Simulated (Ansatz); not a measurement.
Cell and atoms:

```
CELL_PARAMETERS angstrom
-1.69244 1.77684 1.41665
1.71909 -1.75705 1.42351
3.25077 3.37313 0.04644
ATOMIC_POSITIONS crystal
Al 0.34151 0.66775 0.24981
Al 0.67075 0.32925 0.75000
```

> Interpret the file: composition, symmetry and coordination.

The element is aluminium. Strictly the space group is C2/c (No. 15, within 0.01 Å). It is a distorted form of a primitive hexagonal structure, space group P6_3/mmc (No. 194) within 0.45 Å: hexagonal close-packed (Mg type). The cell holds two atoms.

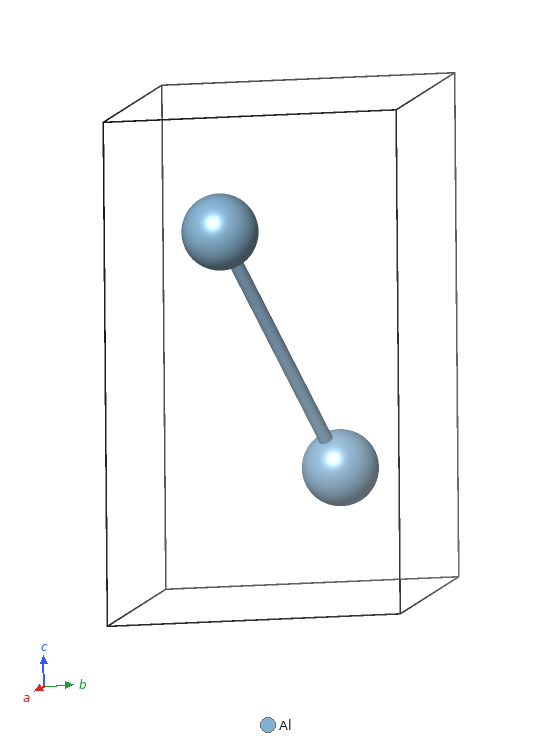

We look at a ball-and-stick model of the crystal slightly off an axis. The parallelepiped is the unit cell. Colours: aluminium light blue.

The model was built from a structure listed in the Materials Project. The picture shows the end point of a geometry optimisation with DFT PBEsol, scalar-relativistic, plane waves, PAW in Ansatz 0.2.0.
